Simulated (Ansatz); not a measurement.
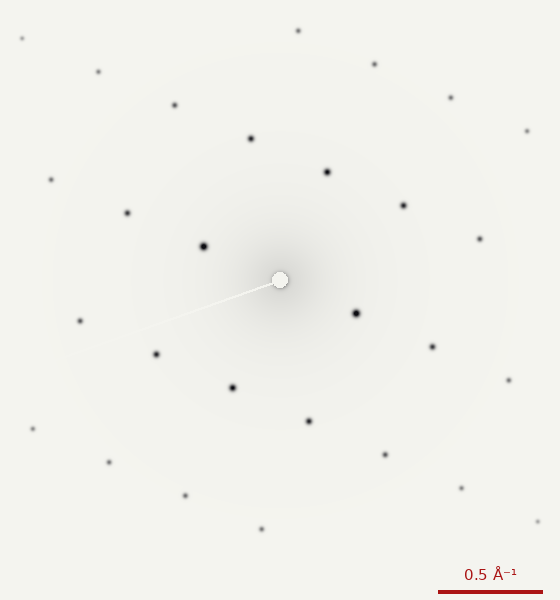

The pattern is a kinematic simulation for 80 kV electrons (no multiple scattering; isotropic B = 0.5 Å²).

Candidate phases (model or computed cells):
A. Si, space group Pm-3n (No. 223), a = 4.915 Å
B. Ru, space group Pm-3m (No. 221), a = 2.49 Å
C. Co, space group Fm-3m (No. 225), a = 3.46 Å
D. Ru, space group Fm-3m (No. 225), a = 3.812 Å

Q: Identify the phase and the zone axis.

A: Candidate B (Ru), along [110] or an equivalent direction. The spots form a rectangular net whose two shortest vectors correspond to d = 2.49 Å and 1.76 Å, 90.0° apart. They index as 0 0 1 and 1 -1 0; no zone of the other candidates with indices up to 3 has this net.
